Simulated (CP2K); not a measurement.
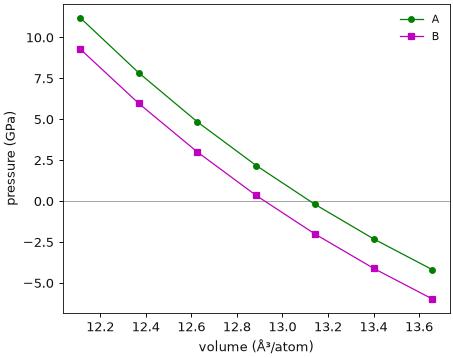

The plot gives the computed pressure against volume, with one curve for each functional, for Cu₂O (space group Pn-3m). The labels are replaced by letters. In alphabetical order the cases are: PBE + D3; RPBE + D4.

How it was computed, with CP2K 2026.2: DFT in Gaussian orbitals with a plane-wave density, no spin polarisation; energies at scaled volumes of the given cell, shape and fractions fixed, counted from the fit's minimum, third-order Birch-Murnaghan fit. All runs: no spin polarisation.

k mesh 6×6×6; occupations Fermi–Dirac; potentials GTH PBE with UZH TZVP basis; density cutoff 8163 eV.

Q: Which letter stands for which functional?

A: A: PBE + D3; B: RPBE + D4.
